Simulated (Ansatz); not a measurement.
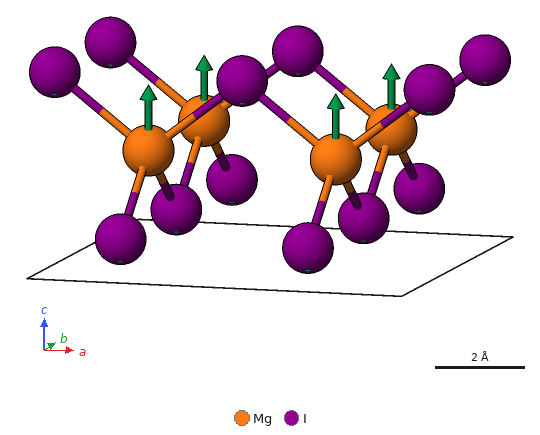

One vibrational mode of a free-standing layer of MgI₂ (a generated structure) at the zone centre. Displacements are drawn as green arrows; their common scale and sign are arbitrary. A ball-and-stick model of the 2 × 2 repeat of the cell, outlined in the plane, without the vacuum, seen slightly off an axis.

Method: DFT PBE, scalar-relativistic, plane waves, PAW in Ansatz 0.2.0. (plane-wave cutoff 420 eV; k-point mesh 6 × 6 × 1; occupations fixed; no spin polarisation)

Frequencies are those without the non-analytic (LO–TO) term.

Question: What mode is this, and where does it lie in the spectrum?

Answer: This is the B₂ mode at 306 cm⁻¹, the highest optical level, infrared- and Raman-active by symmetry. The Mg sublattice moves against the I sublattice, along c of the drawn cell; the kinetic energy is shared as Mg 91 %, I 9 %.
